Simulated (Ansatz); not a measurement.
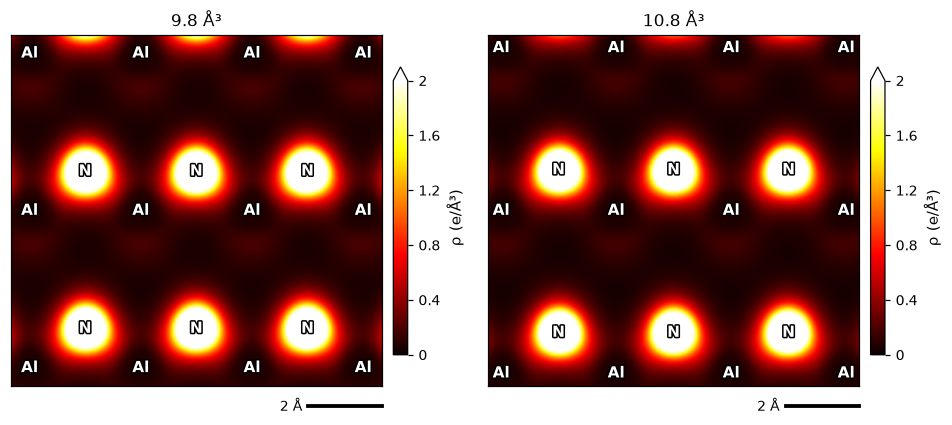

AlN. The valence electron density of cells scaled evenly to different volumes (given per atom above each panel), on the (011̄) plane of each (indices in the axes of the cell below), at one length scale and on one colour scale.

A structure from a database of computed crystals, not necessarily the ambient phase.

These are results of Kohn-Sham DFT of a periodic cell, CAM-B3LYP, Ansatz PAW in Ansatz 0.2.0, not measurements.

The largest cell:

```cif
data_structure
_symmetry_space_group_name_H-M 'P 1'
_symmetry_Int_Tables_number 1
_cell_length_a 3.1293
_cell_length_b 3.1293
_cell_length_c 3.1293
_cell_angle_alpha 60.000
_cell_angle_beta 60.000
_cell_angle_gamma 60.000
_cell_volume 21.67
loop_
_atom_site_label
_atom_site_type_symbol
_atom_site_fract_x
_atom_site_fract_y
_atom_site_fract_z
_atom_site_occupancy
Al1 Al 0.00000 0.00000 0.00000 1
N1 N 0.25000 0.25000 0.25000 1
```

| volume (Å³/atom) | Al–N contact in the plane (Å) | ρ at its midpoint (e/Å³) | pressure (GPa) | gap on the mesh (eV) | 
| --- | --- | --- | --- | --- |
| 9.79 | 1.853 | 0.742 | 13.3 | 8.65 | 
| 10.42 | 1.891 | ? | ? | ? | 
| 10.83 | 1.916 | 0.672 | −9.1 | 8.43 | 

Q: What values belong in the row with question marks?

A: Over the known rows ln ρ falls by 1.57 per Å of Al–N distance (the line through the two), which gives 0.699 e/Å³ at 1.891 Å; the calculation gives 0.699 e/Å³. For the pressure, a straight line in volume between the neighbouring rows gives −0.3 GPa; the calculation gives −1.4, lower because pressure rises ever faster on compression. For the gap on the mesh, a straight line in volume between the neighbouring rows gives 8.52 eV; the calculation gives 8.52.
